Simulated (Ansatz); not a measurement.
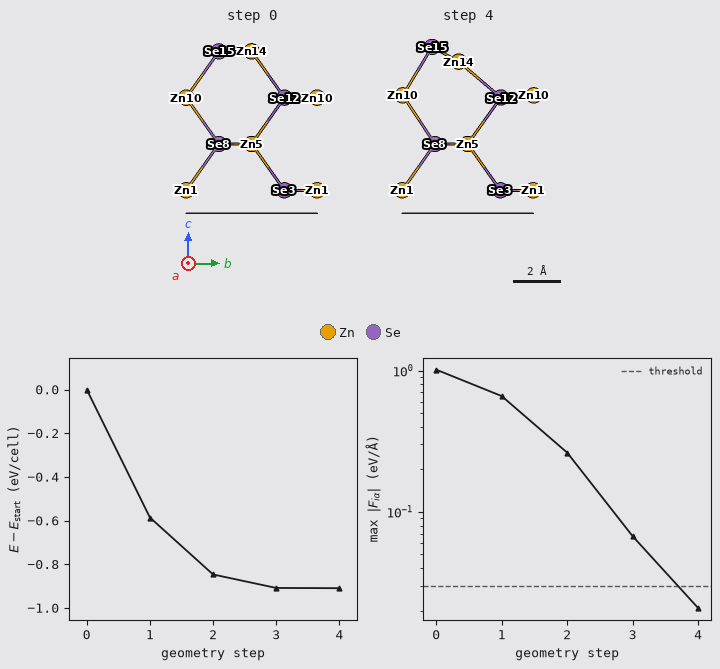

First and last geometry of a constrained relaxation of a slab of composition ZnSe (cut from the F-43m phase), with the history of the run. The picture is a ball-and-stick view of the cell of the calculation, outlined in the plane, without the vacuum (origin shifted), seen along the a axis.

Case: clean slab, lower planes held. The slab is the (1 1 0) face of ZnSe. 8 atoms are held fixed.

Method: DFT PBE+D3(BJ), scalar-relativistic, plane waves, PAW in Ansatz.

Input
```yaml
crystal:
  lattice:
    - [7.9972835124, 0.0, 0.0]
    - [0.0, 5.6549334027, 0.0]
    - [0.0, 0.0, 21.9979626343]
  atoms:
    - { symbol: Zn, position: [0.25, 0.5, 0.3636700422] }
    - { symbol: Zn, position: [0.75, 0.5, 0.3636700422] }
    - { symbol: Se, position: [0.5, 0.25, 0.3636700422] }
    - { symbol: Se, position: [0.0, 0.25, 0.3636700422] }
    - { symbol: Zn, position: [0.5, 0.0, 0.4545566807] }
    - { symbol: Zn, position: [0.0, 0.0, 0.4545566807] }
    - { symbol: Se, position: [0.75, 0.75, 0.4545566807] }
    - { symbol: Se, position: [0.25, 0.75, 0.4545566807] }
    - { symbol: Zn, position: [0.75, 0.5, 0.5454433193] }
    - { symbol: Zn, position: [0.25, 0.5, 0.5454433193] }
    - { symbol: Se, position: [0.0, 0.25, 0.5454433193] }
    - { symbol: Se, position: [0.5, 0.25, 0.5454433193] }
    - { symbol: Zn, position: [0.0, 0.0, 0.6363299578] }
    - { symbol: Zn, position: [0.5, 0.0, 0.6363299578] }
    - { symbol: Se, position: [0.25, 0.75, 0.6363299578] }
    - { symbol: Se, position: [0.75, 0.75, 0.6363299578] }
basis:
  ecutwfc: 420
kpoints:
  mp_grid: { grid: [2, 3, 1] }
hamiltonian:
  xc: pbe
  dispersion: d3bj
scf:
  occupations: { method: gaussian, width: 0.05 }
output:
  forces: true
  eigenvalues: true
  write_density: true
  write_potential: true
  elf: true
  volumetric_format: npy
relax:
  adjacent_minimum: "off"
  f_tol: 0.03
  max_steps: 70
  constraints: [{ sites: [0, 1, 2, 3, 4, 5, 6, 7] }]
efield:
  axis: 3
  dipole_correction: true
  ramp_width: 0.04
```

Command:
```bash
ansatz run input.yaml --threads 4 --pin off --max-ram 10240MiB --backend cpu --events-out ev --progress --plain --runs-dir out
```

### Did the run converge, and what did it change?

It converged. The largest moves, 0.59 Å, are those of Zn13 and Zn14. Zn14 goes at 41° to the normal (−c side). By element the largest moves are Zn 0.59 Å, Se 0.23 Å. The cell doesn't change. Among the contacts that change: Se7–Zn9 2.449 → 2.516 Å, Se11–Zn13 2.449 → 2.390 Å, Zn5–Se12 2.449 → 2.466 Å, Zn10–Se15 2.449 → 2.443 Å. Bond angles that change, for instance: Zn10–Se15–Zn13 109.5° → 91.2°, Zn5–Se12–Zn14 109.5° → 94.9°, Se11–Zn13–Se15 109.5° → 122.6°. The energy falls by 0.909 eV per cell of the calculation in 4 geometry steps. The largest force component goes from 1 to 0.021 eV/Å.

```csv
step,"E − E(0), meV/atom","largest force component, eV/Å"
0,0.00,1.0155
1,-36.62,0.6602
2,-52.92,0.2626
3,-56.77,0.0672
4,-56.84,0.0208
```
